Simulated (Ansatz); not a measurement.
## Electronic structure of Hf₈Si₈HO₃₂ (cell charge −1, with a compensating background) (cell with a defect) in real space

Hf₈Si₈HO₃₂ (cell charge −1, with a compensating background) (cell with a defect), 49 atoms, a = 8.96 Å, b = 8.96 Å, c = 8.96 Å, α = 95.71°, β = 116.76°, γ = 116.76°.

The calculation used DFT PBE, scalar-relativistic, plane waves, PAW in Ansatz 0.2.0.

In a PAW calculation such maps are meaningful between the atoms, not at the nuclei.

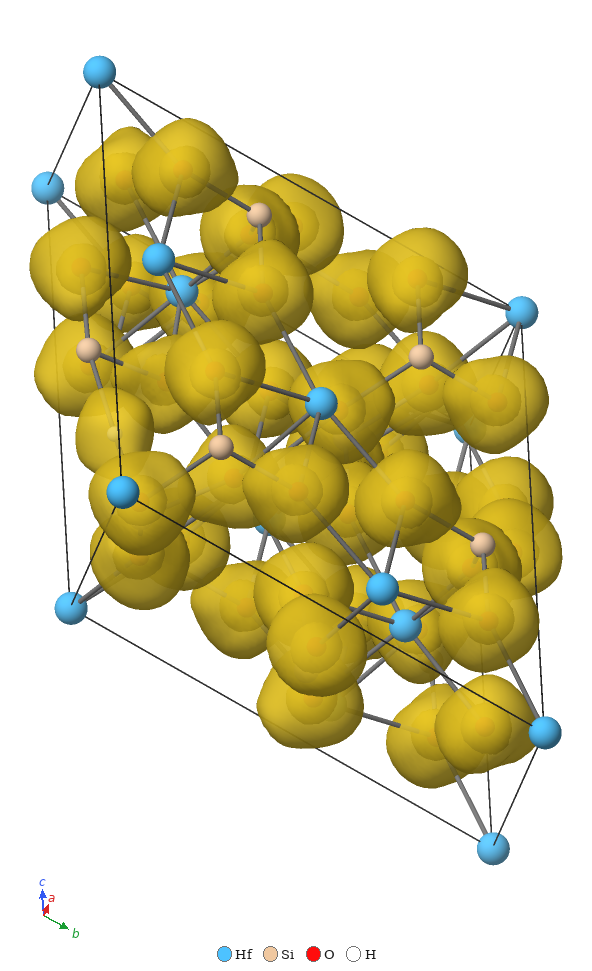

Figure 1. Isosurface of the ELF at 0.75 (yellow), seen at an oblique angle. Only the valence region is drawn (cores and ρ < 0.01 e/Å³ removed). Sticks mark near contacts.

What do the ELF domains correspond to?

The surface consists of one region around a hydrogen nucleus and 32 regions on O in which the atom's valence shell and bonds are merged, counted in one cell of 49 atoms. Regions shared between cells count once. Profiles from the grid: Si–O (1.62 Å): the ELF peaks at about 0.85 between the atoms; a polar covalent bond. Si–H (1.63 Å): the ELF climbs to about 1 towards the hydrogen, as it does in any bond to H.

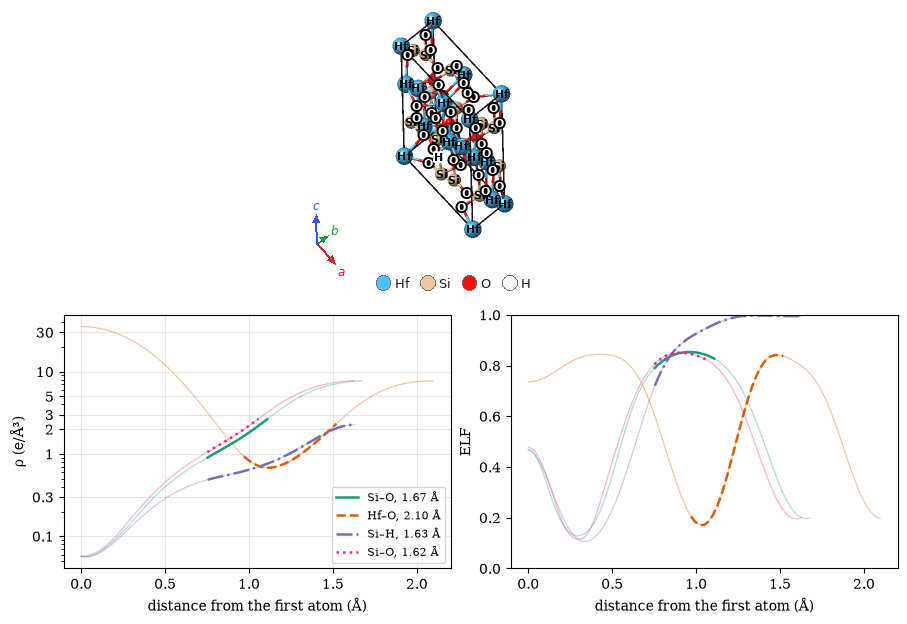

Figure 2. Valence charge density (pseudo) and ELF along straight lines between neighbouring atoms. Thin, pale parts lie inside the atomic spheres. The structure is drawn too.

Compare the contacts.

Si–O (1.67 Å): ρ at the midpoint is about 1.1 e/Å³; the ELF peaks at about 0.85 between the atoms.
Hf–O (2.10 Å): ρ at the midpoint is about 0.73 e/Å³; the ELF peaks at about 0.85 in the valence shell of O, 0.6 Å from its nucleus, and drops to about 0.15 between the two atoms; no localised pair shows between them.
Si–H (1.63 Å): ρ is about 0.52 e/Å³ halfway; the ELF climbs to about 1 towards the hydrogen.
Si–O (1.62 Å): the density is about 1.3 e/Å³ at the midpoint; the ELF peaks at about 0.85 between the atoms (a short, strongly polar bond).

Does the calculation make it a metal, or give it a gap?

It is gapped, with a Kohn–Sham gap of 3.9 eV on the k-point mesh (the band edges may lie off the mesh, which would make the gap smaller).
